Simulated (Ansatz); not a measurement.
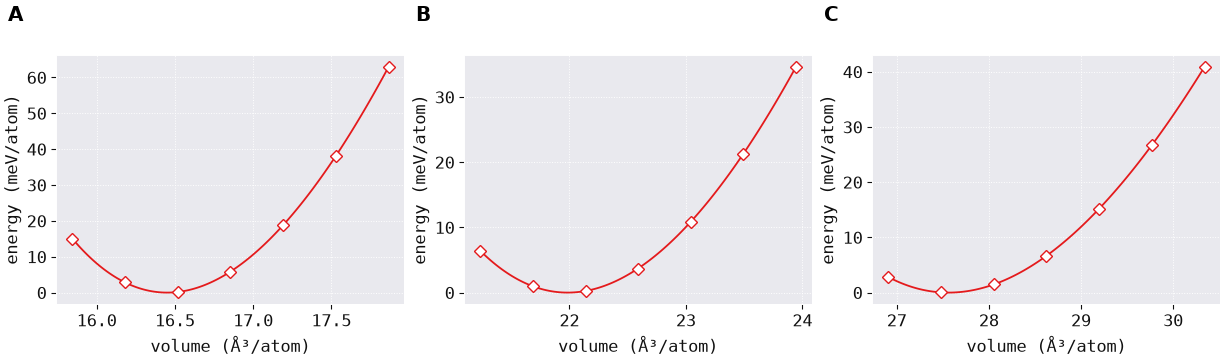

Each panel shows the energy against volume for one of these solids: Au, Fm-3m (No. 225); GaAs, F-43m (No. 216); GaSb, F-43m (No. 216).

How it was computed, with Ansatz 0.2.0: plane-wave DFT, no spin polarisation; energies at scaled volumes of the given cell, shape and fractions fixed, counted from the fit's minimum, third-order Birch-Murnaghan fit. Level: PBEsol with D3(BJ).

Match the panels to the solids.

Answer. A is Au (energy from 0.17 meV/atom to 62.99 meV/atom, V0 16.45 Å³/atom, B0 199 GPa); B is GaAs (energy from 0.25 meV/atom to 34.65 meV/atom, V0 21.98 Å³/atom, B0 75.1 GPa); C is GaSb (energy from 0.02 meV/atom to 40.91 meV/atom, V0 27.56 Å³/atom, B0 55.8 GPa).

For Au, limits of the calculation: spin-orbit coupling left out, heavy elements.
